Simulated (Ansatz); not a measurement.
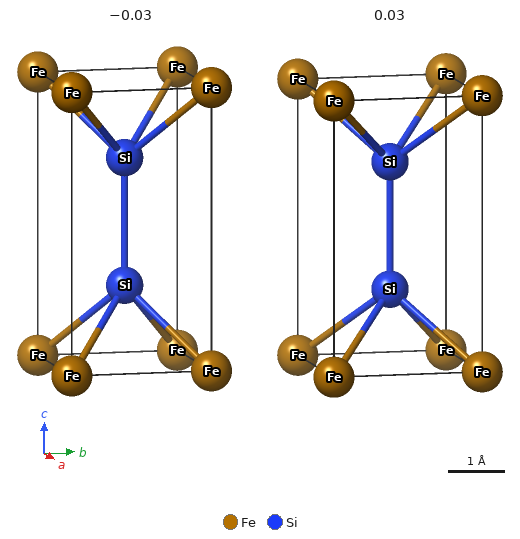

Solid FeSi2 (set up in P4/mmm), under biaxial strain in the a–b plane (c and atoms relaxed), with energies (extrapolated to zero smearing) counted from the relaxed crystal, which is the row at zero. The picture shows the first and the last member. The picture is a ball-and-stick view of the cell of the calculation, seen slightly off an axis.

Computed with Ansatz 0.2.0: DFT PBEsol, scalar-relativistic, plane waves, PAW. Settings: plane-wave cutoff 420 eV; k-point mesh 16 × 16 × 8; occupations gaussian; smearing width 0.1 eV; no spin polarisation; force threshold 0.008 eV/Å.

```json
{"strain": "−0.03", "energy (meV/atom)": "30.09", "a (Å)": "2.596", "c (Å)": "5.175"}
{"strain": "−0.02", "energy (meV/atom)": "?", "a (Å)": "?", "c (Å)": "?"}
{"strain": "−0.01", "energy (meV/atom)": "3.16", "a (Å)": "2.650", "c (Å)": "5.128"}
{"strain": "0.0", "energy (meV/atom)": "0.00", "a (Å)": "2.676", "c (Å)": "5.106"}
{"strain": "0.01", "energy (meV/atom)": "3.03", "a (Å)": "2.703", "c (Å)": "5.085"}
{"strain": "0.02", "energy (meV/atom)": "11.81", "a (Å)": "2.730", "c (Å)": "5.065"}
{"strain": "0.03", "energy (meV/atom)": "25.85", "a (Å)": "2.757", "c (Å)": "5.045"}
```

Estimate the missing row from the others, and compare with the calculation.

A parabola through three neighbouring rows (−0.03, −0.01, 0.0) gives, with Lagrange weights, (0.3333)(30.09) + (1.0000)(3.16) + (−0.3333)(0.00) = 13.19 meV/atom. The calculation gives 13.03 meV/atom (a = 2.623 Å, c = 5.151 Å). The estimate is 0.16 meV/atom too high. From the first member to the last: Fe–Fe 2.596 → 2.757 Å, Fe–Si 2.322 → 2.375 Å.

The whole series:

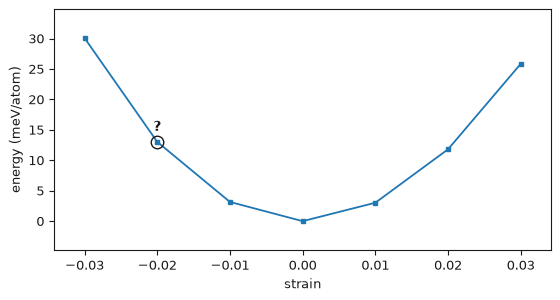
